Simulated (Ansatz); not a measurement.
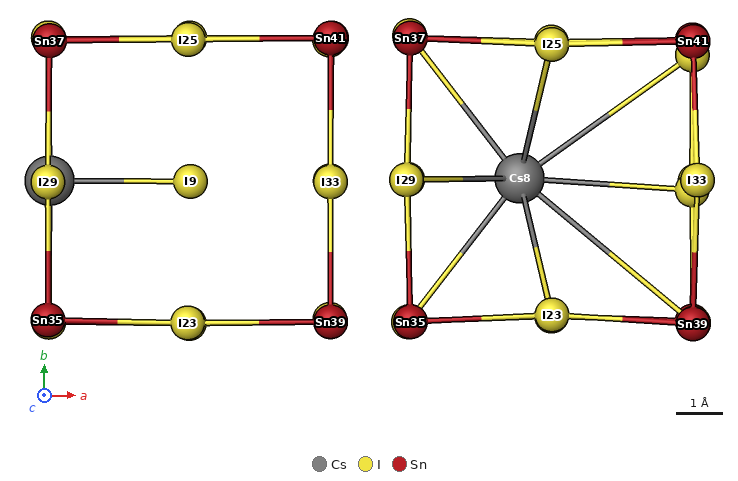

Two geometries of a defect cell of composition Cs8I25Sn8 (cell charge +1), drawn at one scale. One is the start of a relaxation, the other its converged end. Style: ball-and-stick. Shown: the atoms within 5.8 Å of the atom that moves most (axes of the cell of the calculation (origin shifted)), along the c axis.

These are results of DFT, PBEsol, PAW, plane waves (Ansatz 0.2.0), not measurements. Settings: plane-wave cutoff 420 eV; k-point mesh 1 × 1 × 1; mesh shifted by (0.25, 0.25, 0.25); no spin polarisation; atoms relaxed in a fixed cell; force threshold 0.03 eV/Å; at most 80 steps.

Q: Which one is relaxed?

A: The right one is the relaxed one. An I atom moves most: 2.90 Å along +a. By element the largest moves are I 2.90 Å, Cs 2.20 Å, Sn 0.29 Å. The cell doesn't change. Near-neighbour distances that change, for instance: Cs–I 6.826 → 4.626 Å, Cs–I 6.814 → 4.933 Å, I–I 4.322 → 2.941 Å, I–I 4.273 → 2.899 Å. New bonds form: Cs–I (5.30 → 4.31 Å), Cs–I (5.31 → 4.34 Å), Cs–I (5.32 → 4.33 Å), Cs–I (5.32 → 4.35 Å). Among the angles between lasting bonds that change: I–Cs–I 178.2° → 103.7°, I–Cs–I 178.9° → 104.7°, I–Cs–I 90.8° → 131.5°. Over 22 geometry steps the energy falls by 4.535 eV per cell of the calculation. The largest force component goes from 1.9 to 0.011 eV/Å. Cost: 46 s on 1 × NVIDIA GB300 Max-Q with 8 threads of Arm Neoverse-V2, peak memory 2.2 GiB.

Limits of the set-up: the cell is charged, on a uniform background, and energies carry no finite-size correction.
